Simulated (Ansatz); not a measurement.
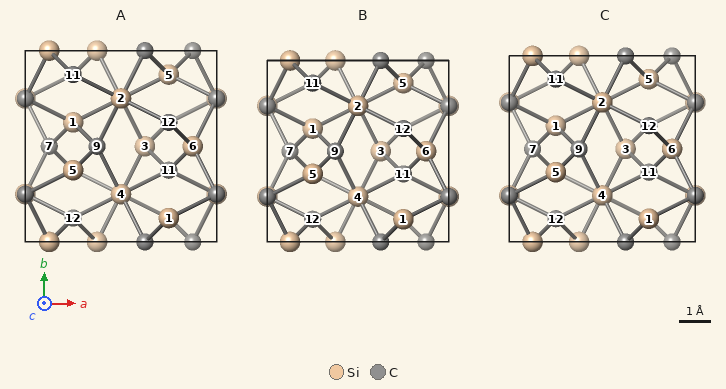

3 geometries from one relaxation of crystalline SiC (a generated structure, set up in I-43d) (coarse preliminary run), in shuffled order. Style: ball-and-stick. Shown: the conventional cell (2 times the calculation's cell), along the c axis. Lengths and directions refer to the drawn axes.

Level of theory: Ansatz 0.2.0, DFT PBE, scalar-relativistic, plane waves, PAW. Set-up: plane-wave cutoff 420 eV; k-point mesh 4 × 4 × 4; occupations gaussian; smearing width 0.1 eV; no spin polarisation; cell and atoms relaxed; force threshold 0.04 eV/Å; at most 70 steps.

Put them in the order of the run, from the start to the converged end.

B, C, A. They are steps 0, 1, 6, at +2.258 eV per cell of the calculation, +0.627 eV per cell of the calculation relative to the last. After 4 accepted moves (6 points after the start) the energy has fallen by 2.258 eV per cell of the calculation. All forces vanish by symmetry, so only the cell relaxes. The pressure goes from 45.27 to 0.03 GPa. The SCF was repeated twice at an unchanged geometry on a basis and grid sized afresh for the cell, which shifted the energy by 65.5 meV per cell of the calculation at most. The atoms keep their places relative to the cell (all moves are under 0.005 Å). Cell: a = b = c 5.959 → 6.283 Å (+5.4 %). Volume +17.2 %. Some distances before and after: C–Si 1.824 → 1.924 Å. The space group stays I-43d (No. 220). The run took 23 s on 1 thread of Arm Neoverse V2, on a shared host, peak memory 0.33 GiB.
